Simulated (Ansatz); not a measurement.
# GaP (slab): what the fields show

```cif
data_structure
_symmetry_space_group_name_H-M 'P 1'
_symmetry_Int_Tables_number 1
_cell_length_a 3.8122
_cell_length_b 5.3913
_cell_length_c 26.4367
_cell_angle_alpha 90.000
_cell_angle_beta 90.000
_cell_angle_gamma 90.000
_cell_volume 543.35
loop_
_atom_site_label
_atom_site_type_symbol
_atom_site_fract_x
_atom_site_fract_y
_atom_site_fract_z
_atom_site_occupancy
Ga1 Ga 0.50000 0.55686 0.29954 1
P1 P 0.00000 0.76513 0.27603 1
Ga2 Ga 0.00000 0.98301 0.35308 1
P2 P 0.50000 0.23316 0.35622 1
Ga3 Ga 0.50000 0.48752 0.42851 1
P3 P 0.00000 0.73909 0.42721 1
Ga4 Ga 0.00000 0.98507 0.50000 1
P4 P 0.50000 0.23541 0.50000 1
Ga5 Ga 0.50000 0.48752 0.57149 1
P5 P 0.00000 0.73909 0.57279 1
Ga6 Ga 0.00000 0.98300 0.64692 1
P6 P 0.50000 0.23315 0.64378 1
Ga7 Ga 0.50000 0.55686 0.70046 1
P7 P 0.00000 0.76513 0.72397 1
```

Level of theory: DFT LDA, scalar-relativistic, plane waves, PAW (Ansatz).

In a PAW calculation such maps are meaningful between the atoms, not at the nuclei.

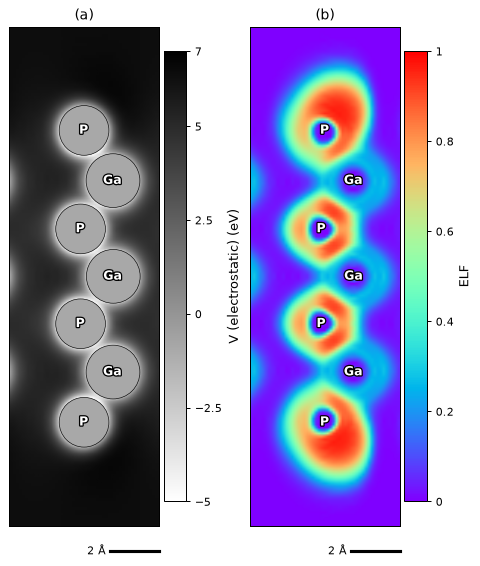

Figure 1. (a) electrostatic potential (local pseudopotential plus Hartree) felt by an electron; (b) electron localisation function on the (100) plane of the calculation cell, a cut from vacuum to vacuum. Grey discs cover the atomic cores in the potential map.

What do the fields say about this system?

Answer. The section cuts through P and Ga sites. Ga–P (2.35 Å): the ELF peaks at about 0.85 in the valence shell of P, 0.9 Å from its nucleus, and is about 0.70 at the midpoint. The ELF also peaks beside P, away from the bonds: lone-pair regions. Outside the cores the potential energy rises away from the atoms and is highest in the vacuum; its zero is arbitrary.

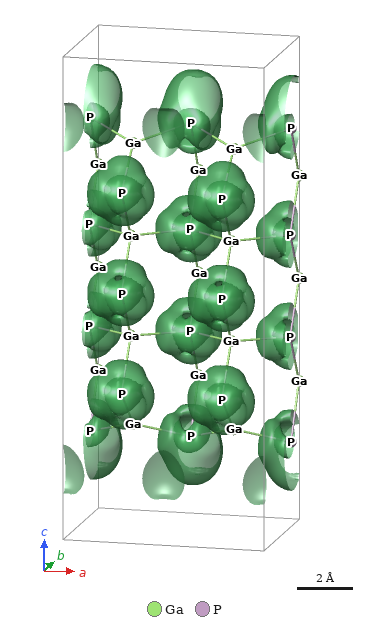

Figure 2. Isosurface of the electron localisation function at 0.7 (green), seen slightly off an axis. Only the valence region is drawn (cores and ρ < 0.01 e/Å³ removed). Sticks mark near contacts.

Describe the localisation domains.

Answer. At this value the surface marks out seven regions on P in which the atom's valence shell and bonds are merged, counted in one cell of 14 atoms. Counts are for one cell; the picture repeats the cell along the surface. Profiles from the grid: Ga–P (2.30 Å): the ELF peaks at about 0.85 in the valence shell of P, 0.9 Å from its nucleus, and is about 0.75 at the midpoint. Ga–P (2.34 Å): the ELF peaks at about 0.90 in the valence shell of P, 0.9 Å from its nucleus, and is about 0.75 at the midpoint.

Does the calculation give a band gap?

Answer. It is gapped, with a Kohn–Sham gap of 0.91 eV on the k-point mesh, an upper bound to the gap of this method.
